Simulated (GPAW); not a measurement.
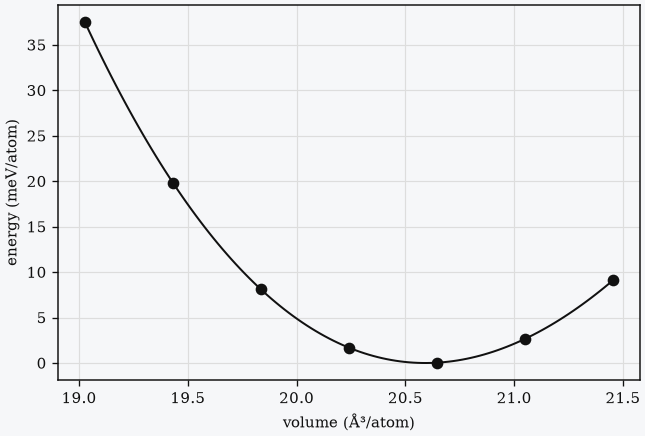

The figure shows the energy against volume for GaP, space group F-43m (No. 216).

Cell as given: a = 3.854 Å, b = 3.854 Å, c = 3.854 Å, α = 60.00°, β = 60.00°, γ = 60.00°; 2 atoms.

Computed with GPAW 26.7.0: PAW DFT in plane waves, on a grid or in atomic orbitals, no spin polarisation; energies at scaled volumes of the given cell, shape and fractions fixed, counted from the fit's minimum, third-order Birch-Murnaghan fit. Level: PBEsol.

k mesh 8×8×8; occupations Fermi–Dirac; smearing width 0.05 eV; potentials PAW data sets made by gpaw setup for the functional; wave cutoff 600 eV; program settings basis pw.

This calculation gives: equilibrium volume 20.59 Å³/atom and bulk modulus 87.2 GPa.

Now Ga is replaced by In on all its sites, which gives InP in the same structure. Predict the effect.

The equilibrium volume rises from 20.59 to 25.32 Å³/atom (+23 %) and the bulk modulus falls from 87.2 to 67.5 GPa (−23 %).

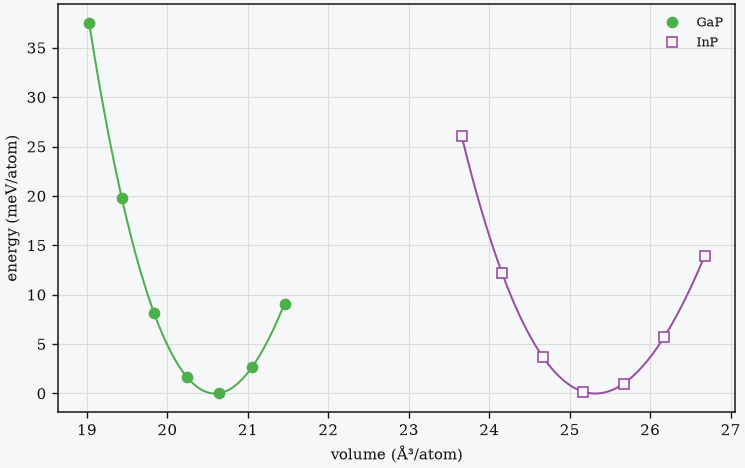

The two results together.

V0 and the bulk modulus come from third-order Birch–Murnaghan fits.
